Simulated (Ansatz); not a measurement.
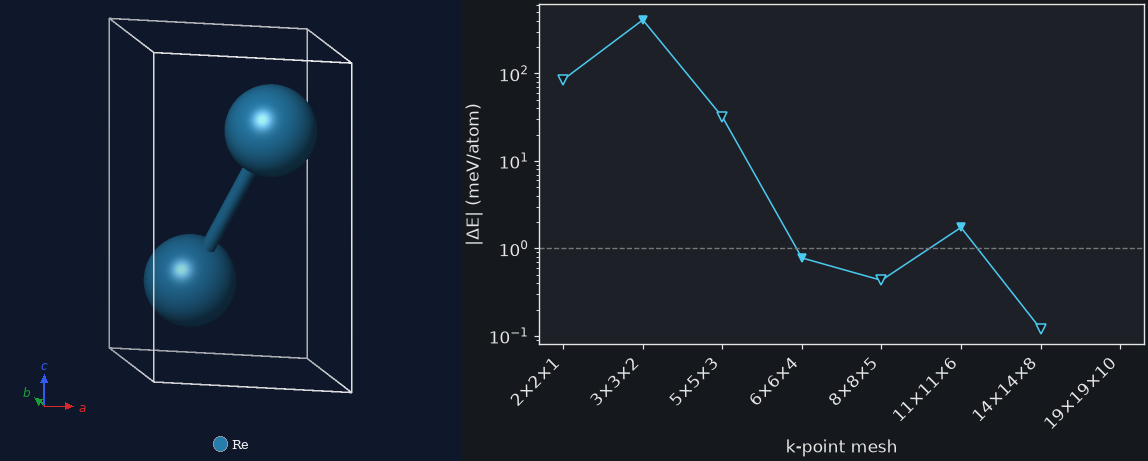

Beside the plot: the structure.

One cell, run at 8 values of the k-point mesh.
System: Re (P6_3/mmc, 2 atoms in the cell).
Method: DFT, LDA (PW92), plane waves (420 eV) with PAW, scalar-relativistic in Ansatz; Fermi–Dirac smearing of 0.1 eV.
ΔE is the free energy less its value at the densest setting, 19×19×10.
Dashed lines or grey bands mark the tolerance: 1 meV/atom.
On logarithmic panels, open markers lie below the reference value and filled ones above.

From which setting is the free energy converged to 1 meV/atom?

Answer. The free energy is within 1 meV/atom of the densest setting's value from 14×14×8 on. The agreement at 6×6×4 and 8×8×5 is by chance. It is off by 85 meV/atom at 2×2×1, 410 meV/atom at 3×3×2, 0.78 meV/atom at 6×6×4 and 1.7 meV/atom at 11×11×6 (on both sides of it).
